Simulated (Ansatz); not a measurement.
Input file:

```
crystal:
  lattice:
    - [1.5985959961, 0.9229498287, 6.0871024718]
    - [-1.5985959961, 0.9229498287, 6.0871024718]
    - [0.0, -1.8458996574, 6.0871024718]
  atoms:
    - { symbol: W, position: [0.0, 0.0, 0.0] }
    - { symbol: S, position: [0.2477300226, 0.2477300226, 0.2477300226] }
    - { symbol: S, position: [0.7522699774, 0.7522699774, 0.7522699774] }
kpoints:
  mp_grid: { grid: [10, 10, 10] }
  band_path:
    path:
      - [0.0, 0.0, 0.0]
      - [0.5, 0.5, 0.5]
      - [0.8180068082, 0.1819931918, 0.5]
      - [0.5, -0.1819931918, 0.1819931918]
      - [0.5, 0.0, 0.0]
      - [0.3409965959, -0.3409965959, 0.0]
      - [0.6590034041, 0.0, 0.3409965959]
      - [0.5, 0.0, 0.5]
      - [0.5, -0.1637938726, 0.1637938726]
    npoints: 1
hamiltonian:
  xc: r2scan
scf:
  occupations: { method: fermi_dirac, width: 0.02 }
  n_extra_bands: 4
output:
  forces: true
  stress: true
  eigenvalues: true
  write_density: true
  write_potential: true
  elf: true
  volumetric_format: npy
```

Command:

```sh
ansatz run input.yaml --threads 2 --pin off --max-ram 2211MiB --backend cpu --events-out ev --progress --plain --runs-dir out
```

Below, planes, directions and counts refer to the conventional cell (a = 3.20 Å, b = 3.20 Å, c = 18.26 Å, α = 90.00°, β = 90.00°, γ = 120.00°).

Space group R-3m; started from the CdCl2 (3R octahedral) bulk prototype, which need not be the ambient phase.

Level of theory: Ansatz, DFT, r2SCAN, plane waves, PAW.

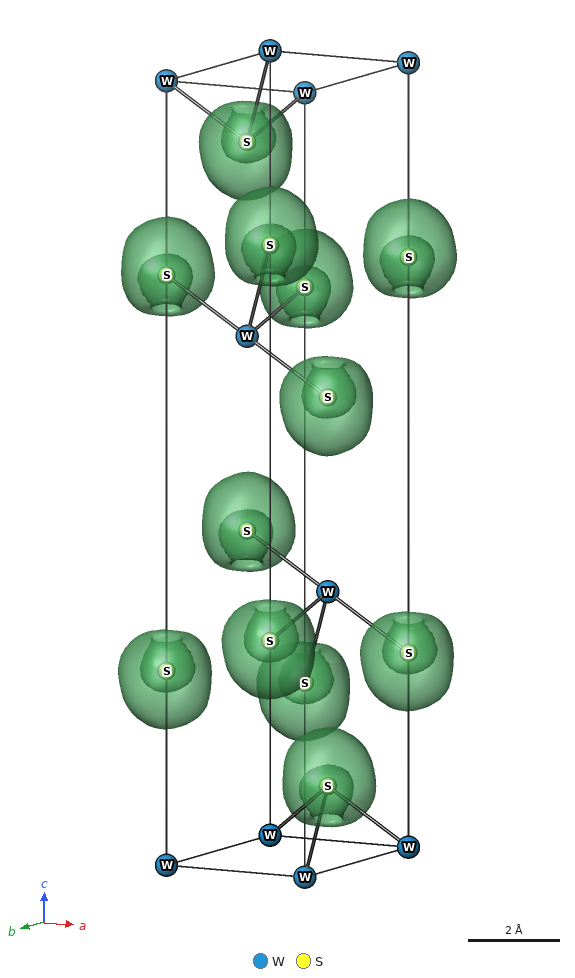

WS2. Isosurface of the electron localisation function at 0.75 (green), seen at an oblique angle. Only the valence region is drawn (cores and ρ < 0.01 e/Å³ removed). Sticks mark near contacts.

In a PAW calculation such maps are meaningful between the atoms, not at the nuclei.

Question: What do the ELF domains correspond to?

Answer: At this value the surface marks out six regions wrapped around S (the valence shell of each), counted in one cell of 9 atoms. Any copies at cell faces, edges or corners count once. Along the contacts the grid gives the following. W–S (2.42 Å): the ELF peaks at about 0.85 in the valence shell of S, 0.8 Å from its nucleus, and is about 0.40 at the midpoint.
